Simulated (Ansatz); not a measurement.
System: SiNi$_{3}$.

```
Si Ni
1.0
     0.00000   -3.50626    0.00000
     0.00000    0.00000   -3.50626
    13.51878    0.00000    0.00000
Si Ni
3 9
Cartesian
  2.6295 0.0000 0.0000
  6.1358 0.0000 0.0000
  9.6420 0.0000 0.0000
  9.6420 -1.7531 -1.7531
  2.6295 -1.7531 -1.7531
  6.1358 -1.7531 -1.7531
  0.8764 0.0000 -1.7531
  4.3827 0.0000 -1.7531
  7.8889 0.0000 -1.7531
  0.8764 -1.7531 0.0000
  4.3827 -1.7531 0.0000
  7.8889 -1.7531 0.0000
```

Space group P4mm; not relaxed (largest force 0.8 eV/Å); computed pressure about −4 GPa in this cell; computed without spin polarisation.

Theory: DFT PBE, scalar-relativistic, plane waves, PAW in Ansatz.

**What can the converged valence pseudo-density and electron localisation function tell about the bonding?**

Si–Ni (2.48 Å): ρ at the midpoint is about 0.36 e/Å³; the ELF peaks at about 0.65 in the valence shell of Si, 0.9 Å from its nucleus, and is about 0.40 at the midpoint.

**Metal or insulator at this level of theory?**

It is gapless in this calculation (a metal or semimetal).

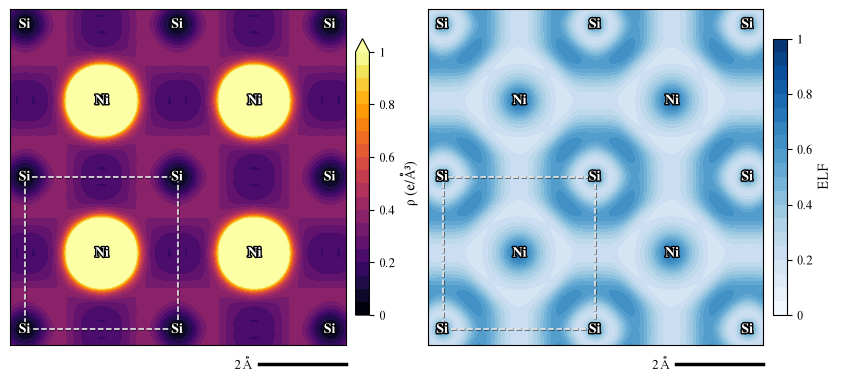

Computed valence pseudo-density and electron localisation function on the (001) plane of the conventional cell, in this order. 

The density is the valence pseudo-density of a PAW calculation; it isn't the true density close to the nuclei.
